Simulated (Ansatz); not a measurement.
**Geometry relaxation of SiO₂ (part 2 of 2)**

Continued. System: SiO₂ (6 atoms in the cell). Method: DFT with LDA, PAW plane waves, no spin polarisation (Ansatz 0.2.0); cutoff 420 eV, 4×4×7 k-mesh, Fermi–Dirac smearing. The structure derives from an entry of the Crystallography Open Database.

Geometry of the input (Å; fractional positions):
```
4.1893  0.0000  0.0000
0.0000  4.1893  0.0000
0.0000  0.0000  2.6702
Si 0.0000  0.0000  0.0000
Si 0.5000  0.5000  0.5000
O  0.3059  0.3059  0.0000
O  0.1941  0.8059  0.5000
O  0.6941  0.6941  0.0000
O  0.8059  0.1941  0.5000
```

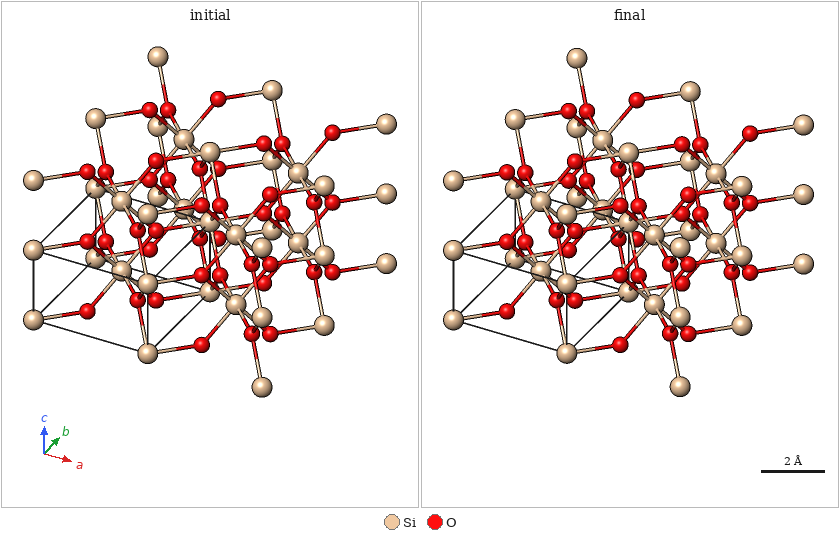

Figure 1. Before (left) and after (right) the relaxation, at one scale (ball-and-stick view of the cell of the calculation, repeated 2 × 2 × 2, seen at an oblique angle). After 4 geometry steps the energy has fallen by 3.0 meV per atom. The largest force component goes from 0.07 to 0.00021 eV/Å. Pressure: −6.01 GPa at the start and −0.01 GPa at the end. The basis was re-selected once at an unchanged geometry, which shifts the energy a little without any move. The atoms keep their places relative to the cell (all moves are under 0.005 Å). The drawn cell changes as follows: a = b 4.189 → 4.155 Å (−0.8 %), c 2.670 → 2.661 Å (−0.3 %); the volume changes by −2.0 %. Distances before and after: Si1–O3 1.812 → 1.796 Å, Si1–O4 1.762 → 1.754 Å. The space group stays P4_2/mnm (No. 136). The energy change given includes the shifts at the re-selections in mid-walk, which come without any move. A last SCF at the same geometry on a re-selected plane-wave basis shifts the energy by +0.1 meV per atom. (Atoms are counted from 1 in the order of the input.)

```
basis re-selected at this cell: Δ(F+E_penalty+E_count) = +3.440e-4 eV, ΔP = -0.004 GPa vs the last step (what re-selecting the basis moved, of the pressure what is left beyond the Pulay correction that the steps carried, after the strain that the cell walked since its last selection, with what the two solves' SCF thresholds leave and, on support functions, any second-order correction that the steps lacked; it is no measure of the basis error at this ecutwfc). This SCF's stress stands 1.30e-2 GPa from its target on what of the cell is left free (relax.cell.stress_tol is 5.00e-2 GPa) and its largest allowed force component is 2.12e-4 eV/Å (relax.f_tol is 1.00e-2 eV/Å): within both
SCF converged after 5 iterations
Free energy (F): -3445.423582 eV
Harris-Foulkes:  -3445.423582 eV  (|F-HF|=0.00e0)
Internal energy: -3445.423582 eV  (E = F + TS)
E sigma→0 (E₀):  -3445.423582 eV
Fermi energy:    13.430260 eV
--- Per-component energies (eV) ---
  E_band       = 62.868909
  E_kinetic    = 812.643460
  E_local      = -1209.590387  (includes V_loc(G=0)·N_el)
  E_nonlocal   = 246.860878
  E_hartree    = 424.432390
  E_xc         = -407.026326
  E_vxc        = -477.424749  (∫ρ·V_xc dr)
  E_paw        = -1565.420694  (= ΣΔE_a)
  E_vpaw       = -158.495349  (= ΣTr[D̂ρ^β])
  E_aug_tail   = 0.010284  (compensation charges beyond the density's cutoff)
  E_ewald      = -1747.889533
  E_core_change = 0.556347  (= ΣΔE_core)
  E_smearing   = -0.000000  (= −TS)
  E_closure    = 0.000000  (closes the sum)
  Σ components = -3445.423582   (vs F -3445.423582, Δ=0.00e0)
--- Forces (eV/Å), atoms counted from 1 ---
  atom   1  Si    -0.00000000     0.00000000     0.00000000
  atom   2  Si     0.00000000    -0.00000000     0.00000000
  atom   3  O      0.00021242     0.00021242     0.00000000
  atom   4  O     -0.00021242     0.00021242     0.00000000
  atom   5  O     -0.00021242    -0.00021242     0.00000000
  atom   6  O      0.00021242    -0.00021242     0.00000000
  max |Σ_I F_I| component: 8.67e-19 eV/Å
--- Stress (GPa, compression-positive) ---
       -0.010688       0.000000       0.000000
        0.000000      -0.010688       0.000000
        0.000000       0.000000      -0.013018
  P = ⅓ Tr σ = -0.0115 GPa (-0.115 kbar)
--- Band table (eV; the first three rows and the last of 24) ---
  k-point 0: bands = ["-12.0307", "-8.2204", "-8.2204", "-7.9506", "-0.5030", "3.9444", "3.9444", "4.0079", "4.9733", "5.3034", "7.2956", "7.2956", "7.9618", "9.6097", "9.6097", "10.5167", "16.3250", "16.9802", "18.9126", "18.9126", "21.2884", "21.9988"]
  k-point 1: bands = ["-11.7521", "-8.0776", "-8.0776", "-7.9244", "-0.4108", "4.1729", "4.1729", "4.2688", "4.3118", "4.8917", "6.4112", "6.4112", "7.0958", "9.4012", "9.4012", "10.2518", "17.1954", "18.3968", "20.0500", "20.0500", "20.5195", "22.9610"]
  k-point 2: bands = ["-10.9615", "-8.0417", "-7.7282", "-7.7282", "-0.2178", "3.4426", "3.4457", "4.6771", "4.6771", "4.8906", "4.8906", "5.1876", "5.7940", "8.7596", "8.7596", "9.4081", "18.2791", "20.6632", "20.7466", "22.2211", "22.2211", "24.2220"]
  k-point 23: bands = ["-8.9229", "-8.9229", "-7.6820", "-7.6820", "-0.2812", "-0.2812", "2.2733", "2.2733", "5.8597", "5.8597", "5.9026", "5.9026", "8.7432", "8.7432", "8.8737", "8.8737", "17.8262", "17.8262", "21.4464", "21.4464", "22.1300", "22.1300"]
--- Relaxed structure (5 steps of the walk, 5 accepted, 2 SCFs on fresh bases) ---
  F+E_penalty+E_count = -3445.42358168 eV   max|allowed force component| = 2.124e-4 eV/Å   (the final SCF, on the basis selected at the relaxed cell)
  cell:  # Å, volume = 45.9458 Å³
    - [4.154935519753491, -1.0839824733011331e-34, 0.0]
    - [-2.202932123160367e-34, 4.154935519753491, 0.0]
    - [0.0, 0.0, 2.6614450268178405]
  atoms:
    - { symbol: Si, position: [1.149318084291832e-35, -4.313390413455699e-21, 0.0] }
    - { symbol: Si, position: [0.5, 0.5, 0.5] }
    - { symbol: O, position: [0.30558012041269916, 0.30558012041269916, 0.0] }
    - { symbol: O, position: [0.19441987958730086, 0.8055801204126992, 0.5] }
    - { symbol: O, position: [0.6944198795873008, 0.6944198795873008, 0.0] }
    - { symbol: O, position: [0.8055801204126992, 0.19441987958730086, 0.5] }
```

### Trajectory as extended XYZ (Å, eV, eV/Å), 7 frames, from step=1 to step=7
```
6
Lattice="4.1893 0.0000 0.0000 0.0000 4.1893 0.0000 0.0000 0.0000 2.6702" Properties=species:S:1:pos:R:3:forces:R:3 step=1 energy=-3445.40597 pressure_GPa=-6.01
Si    0.0000    0.0000    0.0000    0.0000   0.0000   0.0000
Si    2.0946    2.0946    1.3351    0.0000   0.0000   0.0000
O     1.2815    1.2815    0.0000    0.0698   0.0698   0.0000
O     0.8131    3.3761    1.3351   -0.0698   0.0698   0.0000
O     2.9078    2.9078    0.0000   -0.0698  -0.0698   0.0000
O     3.3761    0.8131    1.3351    0.0698  -0.0698   0.0000
6
Lattice="4.1739 0.0000 0.0000 0.0000 4.1739 0.0000 0.0000 0.0000 2.6675" Properties=species:S:1:pos:R:3:forces:R:3 step=2 energy=-3445.42125 pressure_GPa=-3.30
Si    0.0000    0.0000    0.0000    0.0000   0.0000   0.0000
Si    2.0869    2.0869    1.3338    0.0000   0.0000   0.0000
O     1.2773    1.2773    0.0000    0.0022   0.0022   0.0000
O     0.8096    3.3642    1.3338   -0.0022   0.0022   0.0000
O     2.8966    2.8966    0.0000   -0.0022  -0.0022   0.0000
O     3.3642    0.8096    1.3338    0.0022  -0.0022   0.0000
6
Lattice="4.1568 0.0000 0.0000 0.0000 4.1568 0.0000 0.0000 0.0000 2.6617" Properties=species:S:1:pos:R:3:forces:R:3 step=3 energy=-3445.43062 pressure_GPa=0.06
Si    0.0000    0.0000    0.0000    0.0000   0.0000   0.0000
Si    2.0784    2.0784    1.3308    0.0000   0.0000   0.0000
O     1.2711    1.2711    0.0000   -0.0232  -0.0232   0.0000
O     0.8073    3.3495    1.3308    0.0232  -0.0232   0.0000
O     2.8857    2.8857    0.0000    0.0232   0.0232   0.0000
O     3.3495    0.8073    1.3308   -0.0232   0.0232   0.0000
6
Lattice="4.1563 0.0000 0.0000 0.0000 4.1563 0.0000 0.0000 0.0000 2.6620" Properties=species:S:1:pos:R:3:forces:R:3 step=4 energy=-3445.43075 pressure_GPa=-0.00
Si    0.0000    0.0000    0.0000    0.0000   0.0000   0.0000
Si    2.0781    2.0781    1.3310    0.0000   0.0000   0.0000
O     1.2702    1.2702    0.0000    0.0018   0.0018   0.0000
O     0.8080    3.3483    1.3310   -0.0018   0.0018   0.0000
O     2.8861    2.8861    0.0000   -0.0018  -0.0018   0.0000
O     3.3483    0.8080    1.3310    0.0018  -0.0018   0.0000
6
Lattice="4.1563 0.0000 0.0000 0.0000 4.1563 0.0000 0.0000 0.0000 2.6620" Properties=species:S:1:pos:R:3:forces:R:3 step=5 energy=-3445.42353 pressure_GPa=-0.28
Si    0.0000    0.0000    0.0000    0.0000   0.0000   0.0000
Si    2.0781    2.0781    1.3310    0.0000   0.0000   0.0000
O     1.2702    1.2702    0.0000    0.0020   0.0020   0.0000
O     0.8080    3.3483    1.3310   -0.0020   0.0020   0.0000
O     2.8861    2.8861    0.0000   -0.0020  -0.0020   0.0000
O     3.3483    0.8080    1.3310    0.0020  -0.0020   0.0000
6
Lattice="4.1549 0.0000 0.0000 0.0000 4.1549 0.0000 0.0000 0.0000 2.6614" Properties=species:S:1:pos:R:3:forces:R:3 step=6 energy=-3445.42393 pressure_GPa=-0.01
Si    0.0000    0.0000    0.0000    0.0000   0.0000   0.0000
Si    2.0775    2.0775    1.3307    0.0000   0.0000   0.0000
O     1.2697    1.2697    0.0000    0.0002   0.0002   0.0000
O     0.8078    3.3471    1.3307   -0.0002   0.0002   0.0000
O     2.8853    2.8853    0.0000   -0.0002  -0.0002   0.0000
O     3.3471    0.8078    1.3307    0.0002  -0.0002   0.0000
6
Lattice="4.1549 0.0000 0.0000 0.0000 4.1549 0.0000 0.0000 0.0000 2.6614" Properties=species:S:1:pos:R:3:forces:R:3 step=7 energy=-3445.42358 pressure_GPa=-0.01
Si    0.0000    0.0000    0.0000    0.0000   0.0000   0.0000
Si    2.0775    2.0775    1.3307    0.0000   0.0000   0.0000
O     1.2697    1.2697    0.0000    0.0002   0.0002   0.0000
O     0.8078    3.3471    1.3307   -0.0002   0.0002   0.0000
O     2.8853    2.8853    0.0000   -0.0002  -0.0002   0.0000
O     3.3471    0.8078    1.3307    0.0002  -0.0002   0.0000
```

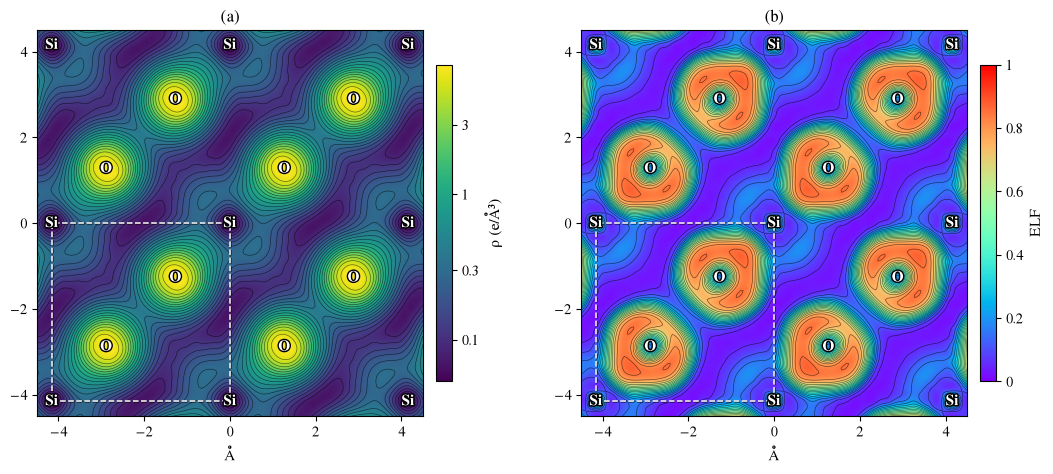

Figure 2. (a) valence charge density (pseudo); (b) electron localisation function on the (001) plane of the conventional cell. The plane passes through Si and O nuclei. Si–O (1.80 Å): the density is about 0.87 e/Å³ at the midpoint; the ELF peaks at about 0.85 between the atoms (a polar covalent bond). Away from the nuclei the density in this plane falls to 0.07 e/Å³ at its lowest. Core electrons are frozen (PAW), so the fields are smoothed inside the atomic spheres.

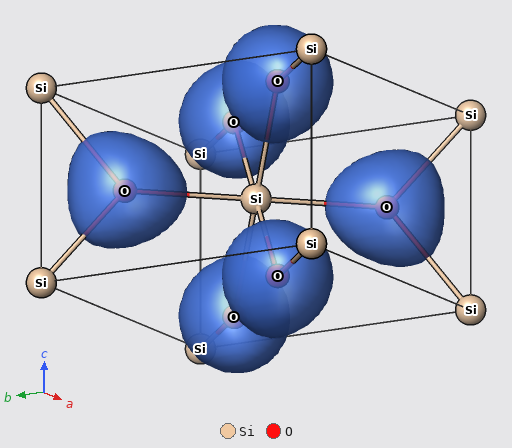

Figure 3. Isosurface of the valence charge density (pseudo) at 1 e/Å³ (blue), seen at an oblique angle. Sticks mark near contacts. The outline is the cell set on symmetry axes. At this value the density breaks into separate islands; it holds about 60 % of the electrons treated as valence. It is pinched off along the Si–O (1.75 Å) and Si–O (1.80 Å) contacts. On the grid the lowest density along these lines, outside the cores, is 0.71 e/Å³ (Si–O, 1.75 Å) and 0.63 e/Å³ (Si–O, 1.80 Å).

### Results in brief

```json
{"quantity": "outcome", "value": "converged"}
{"quantity": "space group (tolerance 0.01 Å)", "value": "P4₂/mnm (136)"}
{"quantity": "electrons treated", "value": "32"}
{"quantity": "free energy", "value": "−3445.4236 eV"}
{"quantity": "Fermi energy", "value": "13.430 eV"}
{"quantity": "gap on the k-point mesh", "value": "5.81 eV"}
{"quantity": "pressure", "value": "−0.01 GPa"}
{"quantity": "final volume", "value": "45.95 Å³"}
{"quantity": "largest force (length of the vector) at the end", "value": "under 0.001 eV/Å"}
{"quantity": "final cell", "value": "a = 4.155 Å, b = 4.155 Å, c = 2.661 Å, α = 90.00°, β = 90.00°, γ = 90.00°"}
{"quantity": "wall time", "value": "9.5 s"}
{"quantity": "peak memory", "value": "0.36 GiB"}
```
